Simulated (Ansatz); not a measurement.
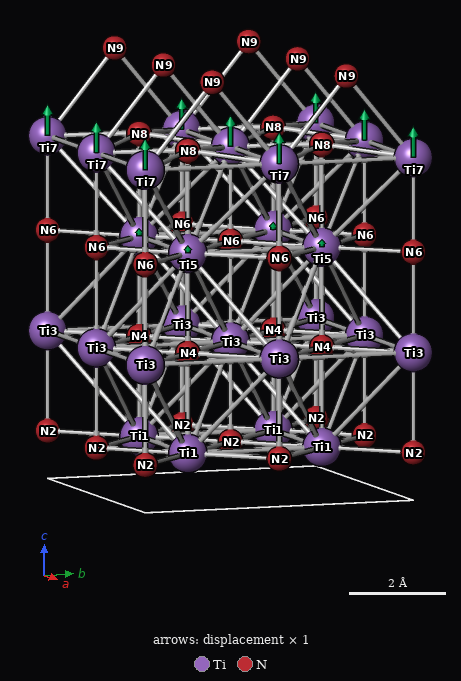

A constrained relaxation of a slab of composition Ti₄N₅ (cut from the Fm-3m phase). The starting structure is drawn; green arrows show the displacements, at their true length.

The picture is a ball-and-stick view of the 2 × 2 repeat of the cell, outlined in the plane, without the vacuum, seen slightly off an axis.

Case: N put at a hollow Ti-Ti site. The slab is the (1 0 0) face of TiN with N on it. 4 atoms are held fixed.

All numbers below come from DFT PBEsol, scalar-relativistic, plane waves, PAW in Ansatz. (plane-wave cutoff 420 eV; k-point mesh 10 × 10 × 1; occupations gaussian; smearing width 0.1 eV; no spin polarisation; dipole correction; atoms relaxed in a fixed cell; force threshold 0.03 eV/Å; at most 70 steps)

Atoms of which element are displaced furthest, and by how much?

Titanium: up to 0.69 Å, against 0.11 Å for nitrogen.

Describe the change and its energy.

The atom that moves furthest is Ti7 (0.69 Å along the normal (+c)). Largest moves by element: Ti 0.69 Å, N 0.11 Å. The cell stays as it was. Near-neighbour distances that change, for instance: N6–Ti7 1.981 → 2.686 Å, Ti7–N9 2.320 → 1.899 Å, Ti5–Ti7 2.897 → 3.269 Å, Ti5–N8 2.155 → 1.869 Å. Among the angles between lasting bonds that change: Ti7–N8–Ti7 171.2° → 146.4°, Ti7–N9–Ti7 79.7° → 103.0°, Ti5–N8–Ti7 85.6° → 106.8°. After 9 geometry steps the energy has fallen by 1.726 eV per cell of the calculation. The largest force component goes from 4.8 to 0.0084 eV/Å. The run took 3.5 min on 2 threads of Arm Neoverse V2 (shared host), peak memory 0.61 GiB.

Limits of the set-up: the cell has an odd number of electrons but was run without spin polarisation; the periodic images lie only 3.0 Å apart, so the values are limited by the cell's size.
